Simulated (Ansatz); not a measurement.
```yaml
crystal:
  lattice:
    - [0.00000, 2.38107, 2.38107]
    - [2.38107, 0.00000, 2.38107]
    - [2.38107, 2.38107, 0.00000]
  atoms:
    - { symbol: Mg, position: [0.01098, 0.98478, 0.99581] }
    - { symbol: H, position: [0.75000, 0.75000, 0.75000] }
    - { symbol: H, position: [0.25000, 0.25000, 0.25000] }
```

Space group Fm-3m. The cell comes from a database of computed structures, not from a measurement.

Theory: DFT PBE, scalar-relativistic, plane waves, PAW (Ansatz 0.2.0).

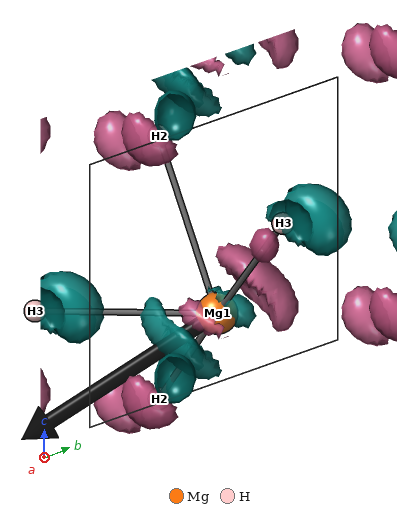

MgH₂. Mg1 was moved by 0.05 Å roughly along [1 −2 0] in the axes of the cell drawn (arrow, not to scale). Change of the density less the rigid motion of the neutral atom's own density: teal surfaces at +0.002 and pink ones at −0.002 e/Å³, in the cell of the calculation (origin moved) seen along the a axis.

In a PAW calculation such maps are meaningful between the atoms, not at the nuclei.

Describe the electronic response.

Answer. About 0.01 e is rearranged in the cell. Outside the cores the largest gain, 0.004 e/Å³, lies 0.5 Å from a hydrogen nucleus, and the largest loss lies there too, on other sides.

How much does the computed force on the atom change?

Answer. The force on it changes by 0.15 eV/Å along the move, against it: a stiffness of about 3 eV/Å² for this sublattice shift.

Run times: 32 s (moved atom) and 9 s (base cell), on 1 thread of Arm Neoverse V2 (shared host).
